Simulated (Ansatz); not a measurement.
## Run report: Mo, geometry relaxation

Mo (Im-3m, 1 atom in the cell), computed with DFT, PBEsol, plane waves, PAW, no spin polarisation (Ansatz 0.2.0).

The structure derives from an entry of the Crystallography Open Database. Some settings of this run were made unusual or wrong on purpose. Figures and captions count atoms from 1; the log counts them from 0 in places.

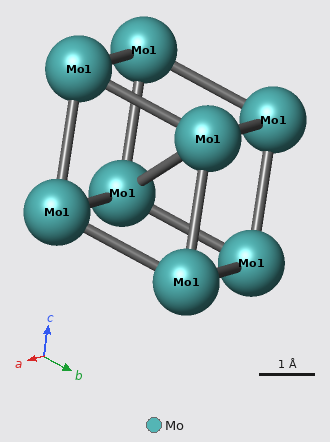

The structure as given in the input (ball-and-stick view of the cell of the calculation, seen slightly off an axis; atoms are numbered from 1 in the order of the input).

## The input
```yaml
crystal:
  lattice:
    - [-1.571, 1.571, 1.571]
    - [1.571, -1.571, 1.571]
    - [1.571, 1.571, -1.571]
  atoms:
    - { symbol: Mo, position: [0.0, 0.0, 0.0] }
basis:
  ecutwfc: 420
kpoints:
  mp_grid: { grid: [18, 18, 18] }
hamiltonian:
  xc: pbesol
scf:
  occupations: { method: fixed }
  max_iter: 60
output:
  forces: true
  eigenvalues: true
  stress: true
relax:
  adjacent_minimum: "off"
  f_tol: 0.005
  max_steps: 80
  cell: { stress_tol: 0.05 }
```

Launched with:
```bash
ansatz run input.yaml --threads 1 --pin off --max-ram 2560MiB --backend cpu --events-out ev --progress --plain --runs-dir out
```

## What the program printed
```
The last accepted step is kept in [file] (removed where the run ends without a failure and the disk answers)
Engine: ansatz 0.2.0, x86_64-unknown-linux-gnu
Pseudopotentials: kind: paw
Pseudopotential: Mo, paw, valence charge 14, recommended cutoff 420 eV (normal), Mo.paw.azcp
Functional definition: PBEsol
  exchange = pbesol_x
  correlation = pbesol_c
Crystal: 1 atoms, lattice volume = 15.509 Å³
Basis set: ecut = 420 eV, 321 PW (Γ), exchange–correlation on 40×40×40 points (8 copies of the dense FFT grid, shifted against one another)
Bands: 11, of which v1, the nominal top of the filled ones, is band 7 counted from 1 (6 counted from 0)
Symmetry: 48 space group operations
Space group: Im-3m (ITA 229), of the structure as read, at distance tolerance 2.5e-5 Å
k-points: 195 of 5832
Non-local potential: Mo, projectors of the file, l = 0: 3, l = 1: 2, l = 2: 2, l = 3: 1
PAW form: soft (Blöchl's): semilocal exchange-correlation on the pseudo side does not see the compensation charge
PAW frozen core: Mo, regenerated for the run's functional, and the local potential with it (the file was generated under x = pbe(κ = 0.804, μ = 0.2195149727645171), c = pbe(β = 0.06672455060314922))
PAW one-centre angular grid: Mo, 590 points (default); XC on 64 Gauss nodes
Initial density: superposition of atomic densities (neutral atoms: chi_scale 0, normalization atom), corrected by the library's trained network
Initial wavefunctions: pseudopotential atomic-orbital guess
Functional: x = pbesol(κ = 0.804, μ = 0.12345679012345678), c = pbesol(β = 0.046)
SCF iter   1: F=—  HF=-4897.201534 eV  |F-HF|=—  |Δ(HF+E_count)|=         —  Δρ=1.00e-2  dr2=1.33e-2  ethr=1.77e-3  ⟨swp⟩=4.0  Hψ=11396  notcnv=0  defer=364
preconditioner: auto → none  [insulator: Δε(μ)=0.000 eV  Ē_g=10.969 eV  n_scr=0 (ndim 8)  ℏωp=23.1 eV  f_vac=0.000  ε∞_Penn≈5.4]
SCF iter   2: F=—  HF=-4897.196609 eV  |F-HF|=—  |Δ(HF+E_count)|=   4.93e-3  Δρ=3.67e-3  dr2=7.96e-4  ethr=9.51e-5  ⟨swp⟩=2.8  Hψ=4777  notcnv=0  defer=387
SCF iter   3: F=—  HF=-4897.196373 eV  |F-HF|=—  |Δ(HF+E_count)|=   2.36e-4  Δρ=1.26e-3  dr2=9.81e-5  ethr=5.69e-6  ⟨swp⟩=1.4  Hψ=2283  notcnv=0  defer=385
SCF iter   4: F=—  HF=-4897.196343 eV  |F-HF|=—  |Δ(HF+E_count)|=   3.02e-5  Δρ=5.37e-5  dr2=1.09e-7  ethr=7.01e-7  ⟨swp⟩=1.8  Hψ=3137  notcnv=0  defer=30
iter 5 did not close the SCF: its close was put off for the readings that it lacked (scf_convergence_deferred on its scf_iter line)
SCF iter   5: F=-4897.196343 eV  HF=-4897.196343 eV  |F-HF|=8.55e-10  |Δ(HF+E_count)|=   4.55e-8  Δρ=8.52e-6  dr2=3.85e-9  ethr=7.82e-10  ⟨swp⟩=2.5  Hψ=3278  notcnv=0  defer=30
SCF iter   6: F=-4897.196343 eV  HF=-4897.196343 eV  |F-HF|=2.36e-11  |Δ(HF+E_count)|=   6.51e-9  Δρ=9.96e-7  dr2=3.00e-11  ethr=2.75e-11  ⟨swp⟩=3.6  Hψ=9923  notcnv=0
SCF 1 converged in 6 iterations: F = -4897.196343 eV  dr2 = 3.00e-11
  greatest PAW one-centre occupation: 0.999 electrons in one spin orbital (limit 2), on the Mo atom at site 0 (counted from 0), in its partial waves of l = 0
relax step   1: F+E_penalty+E_count = -4897.19634277 eV  Δ(F+E_penalty+E_count) = +0.000e0 eV  max|allowed force component| = 0.000e0 eV/Å  Δτ_max = 0.0000 Å  P = +2.540 GPa  Ω = 15.509 Å³  (6 SCF iters, dr2 threshold 1.00e-7 eV, accepted)
Crystal: 1 atoms, lattice volume = 15.937 Å³
Initial density: handed on by an earlier stage of this run
Initial wavefunctions: those handed on with the density
iter 1 solved again at ethr=1.62e-6 eV; its pass at ethr=3.10e-3 eV (dr2=2.27e-4 eV) is discarded
SCF iter   1: F=—  HF=-4897.192827 eV  |F-HF|=—  |Δ(HF+E_count)|=         —  Δρ=1.87e-3  dr2=2.34e-4  ethr=1.62e-6  ⟨swp⟩=1.8  Hψ=13919  notcnv=0  defer=339
preconditioner: auto → none  [insulator: Δε(μ)=0.000 eV  Ē_g=10.686 eV  n_scr=0 (ndim 8)  ℏωp=22.8 eV  f_vac=0.000  ε∞_Penn≈5.5]
SCF iter   2: F=—  HF=-4897.192855 eV  |F-HF|=—  |Δ(HF+E_count)|=   2.80e-5  Δρ=9.12e-4  dr2=4.65e-5  ethr=1.62e-6  ⟨swp⟩=1.0  Hψ=2145  notcnv=0  defer=228
SCF iter   3: F=—  HF=-4897.192872 eV  |F-HF|=—  |Δ(HF+E_count)|=   1.72e-5  Δρ=1.25e-4  dr2=2.25e-6  ethr=3.32e-7  ⟨swp⟩=2.0  Hψ=2742  notcnv=0  defer=5
SCF iter   4: F=-4897.192872 eV  HF=-4897.192872 eV  |F-HF|=1.29e-8  |Δ(HF+E_count)|=   6.71e-7  Δρ=2.72e-5  dr2=2.49e-8  ethr=7.14e-10  ⟨swp⟩=5.0  Hψ=12219  notcnv=0
SCF 2 converged in 4 iterations: F = -4897.192872 eV  dr2 = 2.49e-8
relax step   2: F+E_penalty+E_count = -4897.19287177 eV  Δ(F+E_penalty+E_count) = +3.471e-3 eV  max|allowed force component| = 0.000e0 eV/Å  Δτ_max = 0.0000 Å  P = -4.902 GPa  Ω = 15.937 Å³  energy of the carried Pulay correction = -7.664e-5 eV  (4 SCF iters, dr2 threshold 1.00e-7 eV, rejected (line search))
Crystal: 1 atoms, lattice volume = 15.653 Å³
iter 1 solved again at ethr=8.48e-7 eV; its pass at ethr=3.10e-3 eV (dr2=1.19e-4 eV) is discarded
SCF iter   1: F=—  HF=-4897.197396 eV  |F-HF|=—  |Δ(HF+E_count)|=         —  Δρ=1.22e-3  dr2=1.01e-4  ethr=8.48e-7  ⟨swp⟩=2.1  Hψ=13839  notcnv=0  defer=363
preconditioner: auto → none  [insulator: Δε(μ)=0.000 eV  Ē_g=10.861 eV  n_scr=0 (ndim 8)  ℏωp=23.0 eV  f_vac=0.000  ε∞_Penn≈5.5]
SCF iter   2: F=—  HF=-4897.197405 eV  |F-HF|=—  |Δ(HF+E_count)|=   9.09e-6  Δρ=6.09e-4  dr2=2.00e-5  ethr=7.19e-7  ⟨swp⟩=1.0  Hψ=2145  notcnv=0  defer=20
SCF iter   3: F=—  HF=-4897.197411 eV  |F-HF|=—  |Δ(HF+E_count)|=   6.23e-6  Δρ=1.17e-4  dr2=2.13e-6  ethr=1.43e-7  ⟨swp⟩=2.0  Hψ=3516  notcnv=0  defer=1
SCF iter   4: F=—  HF=-4897.197410 eV  |F-HF|=—  |Δ(HF+E_count)|=   9.34e-7  Δρ=2.12e-5  dr2=2.63e-8  ethr=1.52e-8  ⟨swp⟩=2.9  Hψ=3457  notcnv=0
SCF iter   5: F=—  HF=-4897.197410 eV  |F-HF|=—  |Δ(HF+E_count)|=   1.65e-7  Δρ=6.69e-6  dr2=6.58e-9  ethr=1.88e-10  ⟨swp⟩=2.0  Hψ=3518  notcnv=0
SCF iter   6: F=—  HF=-4897.197410 eV  |F-HF|=—  |Δ(HF+E_count)|=   2.69e-9  Δρ=1.44e-6  dr2=3.03e-10  ethr=4.70e-11  ⟨swp⟩=3.0  Hψ=3565  notcnv=0
SCF iter   7: F=-4897.197410 eV  HF=-4897.197410 eV  |F-HF|=2.73e-12  |Δ(HF+E_count)|=  1.29e-10  Δρ=1.31e-7  dr2=2.57e-12  ethr=1.00e-12  ⟨swp⟩=4.0  Hψ=9736  notcnv=0
SCF 3 converged in 7 iterations: F = -4897.197410 eV  dr2 = 2.57e-12
relax step   3: F+E_penalty+E_count = -4897.19741019 eV  Δ(F+E_penalty+E_count) = -1.067e-3 eV  max|allowed force component| = 0.000e0 eV/Å  Δτ_max = 0.0000 Å  P = -0.075 GPa  Ω = 15.653 Å³  energy of the carried Pulay correction = -2.592e-5 eV  (7 SCF iters, accepted)
Crystal: 1 atoms, lattice volume = 15.648 Å³
iter 1 solved again at ethr=1.90e-10 eV; its pass at ethr=3.10e-3 eV (dr2=2.66e-8 eV) is discarded
SCF iter   1: F=—  HF=-4897.197412 eV  |F-HF|=—  |Δ(HF+E_count)|=         —  Δρ=1.87e-5  dr2=2.24e-8  ethr=1.90e-10  ⟨swp⟩=2.1  Hψ=13429  notcnv=0
preconditioner: auto → none  [insulator: Δε(μ)=0.000 eV  Ē_g=10.865 eV  n_scr=0 (ndim 8)  ℏωp=23.0 eV  f_vac=0.000  ε∞_Penn≈5.5]
SCF iter   2: F=-4897.197412 eV  HF=-4897.197412 eV  |F-HF|=1.43e-9  |Δ(HF+E_count)|=   1.15e-7  Δρ=9.28e-6  dr2=4.66e-9  ethr=1.01e-10  ⟨swp⟩=3.7  Hψ=9547  notcnv=0
SCF 4 converged in 2 iterations: F = -4897.197412 eV  dr2 = 4.66e-9
relax step   4: F+E_penalty+E_count = -4897.19741196 eV  Δ(F+E_penalty+E_count) = -1.774e-6 eV  max|allowed force component| = 0.000e0 eV/Å  Δτ_max = 0.0000 Å  P = +0.001 GPa  Ω = 15.648 Å³  energy of the carried Pulay correction = -2.515e-5 eV  (2 SCF iters, dr2 threshold 1.42e-8 eV, accepted)
Initial wavefunctions: pseudopotential atomic-orbital guess (no wavefunctions were taken with the density)
iter 1 solved again at ethr=2.10e-8 eV; its pass at ethr=3.10e-3 eV (dr2=2.94e-6 eV) is discarded
SCF iter   1: F=—  HF=-4897.197436 eV  |F-HF|=—  |Δ(HF+E_count)|=         —  Δρ=1.98e-5  dr2=9.28e-9  ethr=2.10e-8  ⟨swp⟩=3.2  Hψ=17403  notcnv=0  defer=380
SCF iter   2: F=—  HF=-4897.197437 eV  |F-HF|=—  |Δ(HF+E_count)|=   6.79e-7  Δρ=9.79e-6  dr2=2.25e-9  ethr=6.63e-11  ⟨swp⟩=2.0  Hψ=2907  notcnv=0  defer=223
SCF iter   3: F=—  HF=-4897.197437 eV  |F-HF|=—  |Δ(HF+E_count)|=   1.80e-9  Δρ=6.40e-7  dr2=6.06e-11  ethr=1.61e-11  ⟨swp⟩=1.0  Hψ=2145  notcnv=0  defer=223
SCF iter   4: F=-4897.197437 eV  HF=-4897.197437 eV  |F-HF|=1.82e-12  |Δ(HF+E_count)|=  2.09e-11  Δρ=8.91e-8  dr2=5.00e-13  ethr=1.00e-12  ⟨swp⟩=7.4  Hψ=11141  notcnv=0
WARN: a fill by count may have filled part of one level: at k-index 157 the highest filled band, 20.001781 eV, and the lowest empty band, 20.001781 eV, stand 0.000e0 eV apart, within the solve's uncertainty, 3.162e-6 eV. If they are one level, whatever splits it, however little, can move the result. A smearing (`scf.occupations.method` with a `width`) well over the split that the run's distortions make, where the deck can take one, can fill the level evenly. On an open shell (a free atom, a radical) an even fill, a smearing's or one that the run's symmetry operations hold, can lie tenths of an eV above a state that splits the level, and an energy difference taken against it is then off by as much. To look for that state on an open shell, re-run with `crystal.symmetry.detect: false`, without `crystal.symmetry.time_reversal: true` (on a non-collinear deck from a starting moment too), where the deck allows it, and compare the energies; that run can end on one of several states, or fail to converge. If the gap is true, a tighter SCF threshold (`scf.convergence.dr2_threshold`, or `saddle.dr2_threshold`, `phonons.dr2_threshold` by `fd` or `hamiltonian.hubbard.lr.dr2_threshold` where that key governs the SCF) lowers that uncertainty; where it stays it is the eigensolver's: a larger `scf.n_extra_bands` or, on support functions, `scf.eigensolver.kind: davidson` lowers it. See `scf.occupations.method`, Limitations, in the input reference
SCF 5 converged in 4 iterations: F = -4897.197437 eV  dr2 = 5.00e-13
relax step   5: F+E_penalty+E_count = -4897.19743658 eV  Δ(F+E_penalty+E_count) = -2.462e-5 eV  max|allowed force component| = 0.000e0 eV/Å  Δτ_max = 0.0000 Å  P = +0.000 GPa  Ω = 15.648 Å³  stress off target by 3.77e-5 GPa  SCF on the basis re-selected at this cell (its energy is not comparable with the rows above)  (4 SCF iters)
```

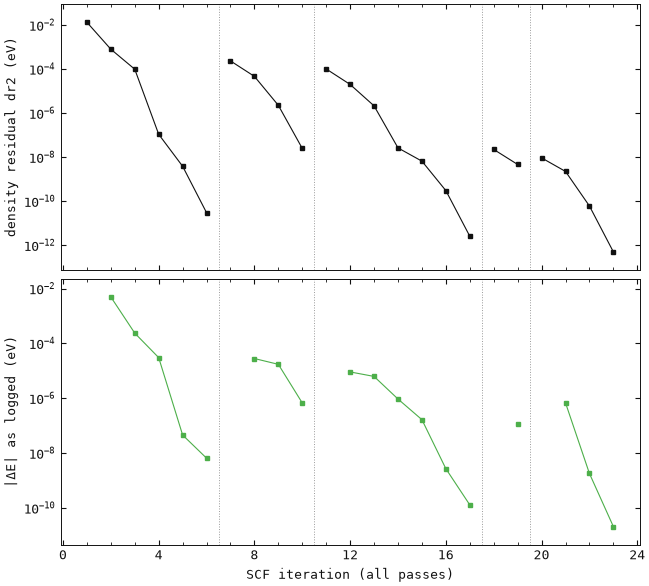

Convergence of the self-consistent field: density residual dr2 and size of the energy change against the SCF iteration. The dotted lines part the SCF passes of the relaxation: geometry steps, rejected trials and re-solves on a re-selected basis. The 5 passes take 2 to 7 iterations each, 23 in all.

```
basis re-selected at this cell: Δ(F+E_penalty+E_count) = -2.462e-5 eV, ΔP = -0.001 GPa vs the last step (what re-selecting the basis moved, of the pressure what is left beyond the Pulay correction that the steps carried, after the strain that the cell walked since its last selection, with what the two solves' SCF thresholds leave and, on support functions, any second-order correction that the steps lacked; it is no measure of the basis error at this ecutwfc). This SCF's stress stands 3.77e-5 GPa from its target on what of the cell is left free (relax.cell.stress_tol is 5.00e-2 GPa) and its largest allowed force component is 0.00e0 eV/Å (relax.f_tol is 5.00e-3 eV/Å): within both
SCF converged after 4 iterations
Free energy (F): -4897.197437 eV
Harris-Foulkes:  -4897.197437 eV  (|F-HF|=1.82e-12)
Internal energy: -4897.197437 eV  (E = F + TS)
E sigma→0 (E₀):  -4897.197437 eV
Fermi energy:    24.888861 eV
--- Per-component energies (eV) ---
  E_band       = -57.055530
  E_kinetic    = 440.615811
  E_local      = -784.542081  (includes V_loc(G=0)·N_el)
  E_nonlocal   = 144.164370
  E_hartree    = 258.022717
  E_xc         = -182.375245
  E_vxc        = -228.425602  (∫ρ·V_xc dr)
  E_paw        = -3143.662998  (= ΣΔE_a)
  E_vpaw       = -144.913486  (= ΣTr[D̂ρ^β])
  E_aug_tail   = 0.000037  (compensation charges beyond the density's cutoff)
  E_ewald      = -1629.629346
  E_core_change = 0.209299  (= ΣΔE_core)
  E_smearing   = -0.000000  (= −TS)
  E_closure    = 0.000000  (closes the sum)
  Σ components = -4897.197437   (vs F -4897.197437, Δ=0.00e0)
--- Forces (eV/Å), atoms counted from 1 ---
  atom   1  Mo    -0.00000000     0.00000000     0.00000000
  max |Σ_I F_I| component: 2.36e-32 eV/Å
--- Stress (GPa, compression-positive) ---
        0.000038      -0.000000       0.000000
       -0.000000       0.000038      -0.000000
        0.000000       0.000000       0.000038
  P = ⅓ Tr σ = 0.0000 GPa (0.000 kbar)
--- Band table (eV; the first three rows and the last of 195) ---
  k-point 0: bands = ["-40.3217", "-13.6003", "-13.6003", "-13.6003", "13.6746", "19.5392", "19.5392", "19.5392", "22.5489", "22.5489", "35.6104"]
  k-point 1: bands = ["-40.3139", "-13.6456", "-13.6142", "-13.6006", "13.8116", "19.4620", "19.5273", "19.6677", "22.4337", "22.5509", "35.7129"]
  k-point 2: bands = ["-40.2914", "-13.7748", "-13.6543", "-13.6016", "14.2028", "19.2474", "19.4740", "20.0478", "22.1799", "22.5622", "35.9589"]
  k-point 194: bands = ["-39.8716", "-14.5655", "-14.5655", "-14.5655", "15.4735", "15.4735", "24.8889", "24.8889", "24.8889", "29.9337", "29.9337"]
--- Relaxed structure (4 steps of the walk, 3 accepted, 1 SCFs on fresh bases) ---
  F+E_penalty+E_count = -4897.19743658 eV   max|allowed force component| = 0.000e0 eV/Å   (the final SCF, on the basis selected at the relaxed cell)
  cell:  # Å, volume = 15.6483 Å³
    - [-1.5756833963980674, 1.5756833963980674, 1.5756833963980674]
    - [1.5756833963980674, -1.5756833963980674, 1.5756833963980674]
    - [1.5756833963980674, 1.5756833963980674, -1.5756833963980674]
  atoms:
    - { symbol: Mo, position: [0.0, 0.0, 0.0] }
```

## Trajectory as extended XYZ (Å, eV, eV/Å), 5 frames, from step=1 to step=5
```
1
Lattice="-1.5710 1.5710 1.5710 1.5710 -1.5710 1.5710 1.5710 1.5710 -1.5710" Properties=species:S:1:pos:R:3:forces:R:3 step=1 energy=-4897.19634 pressure_GPa=2.54
Mo    0.0000    0.0000    0.0000    0.0000   0.0000   0.0000
1
Lattice="-1.5853 1.5853 1.5853 1.5853 -1.5853 1.5853 1.5853 1.5853 -1.5853" Properties=species:S:1:pos:R:3:forces:R:3 step=2 energy=-4897.19287 pressure_GPa=-4.90 accepted=F
Mo    0.0000    0.0000    0.0000    0.0000   0.0000   0.0000
1
Lattice="-1.5758 1.5758 1.5758 1.5758 -1.5758 1.5758 1.5758 1.5758 -1.5758" Properties=species:S:1:pos:R:3:forces:R:3 step=3 energy=-4897.19741 pressure_GPa=-0.08
Mo    0.0000    0.0000    0.0000    0.0000   0.0000   0.0000
1
Lattice="-1.5757 1.5757 1.5757 1.5757 -1.5757 1.5757 1.5757 1.5757 -1.5757" Properties=species:S:1:pos:R:3:forces:R:3 step=4 energy=-4897.19741 pressure_GPa=0.00
Mo    0.0000    0.0000    0.0000    0.0000   0.0000   0.0000
1
Lattice="-1.5757 1.5757 1.5757 1.5757 -1.5757 1.5757 1.5757 1.5757 -1.5757" Properties=species:S:1:pos:R:3:forces:R:3 step=5 energy=-4897.19744 pressure_GPa=0.00
Mo    0.0000    0.0000    0.0000    0.0000   0.0000   0.0000
```

## Outcome

| quantity | value |
| --- | --- |
| outcome | converged |
| space group (tolerance 0.01 Å) | Im-3m (229) |
| electrons treated | 14 |
| free energy | −4897.1974 eV |
| Fermi energy | 24.889 eV |
| gap on the k-point mesh | none (metallic) |
| pressure | 0.00 GPa |
| final volume | 15.65 Å³ |
| largest force (length of the vector) at the end | under 0.001 eV/Å |
| final cell | a = 2.729 Å, b = 2.729 Å, c = 2.729 Å, α = 109.47°, β = 109.47°, γ = 109.47° |
| hardware | 1 thread of Intel Xeon @ 2.50GHz (Skylake/Cascade Lake), 32 GiB of memory available, shared host |
| wall time | 15 s |
| peak memory | 0.37 GiB |

## What went wrong

This input holds a deliberate fault: fixed occupations whatever the gap (`scf.occupations`). Fixed occupations are valid only where a gap stays open. The program still converged, but the numbers can't be taken as results for the intended system. Notes on the run: filled and empty bands overlap.
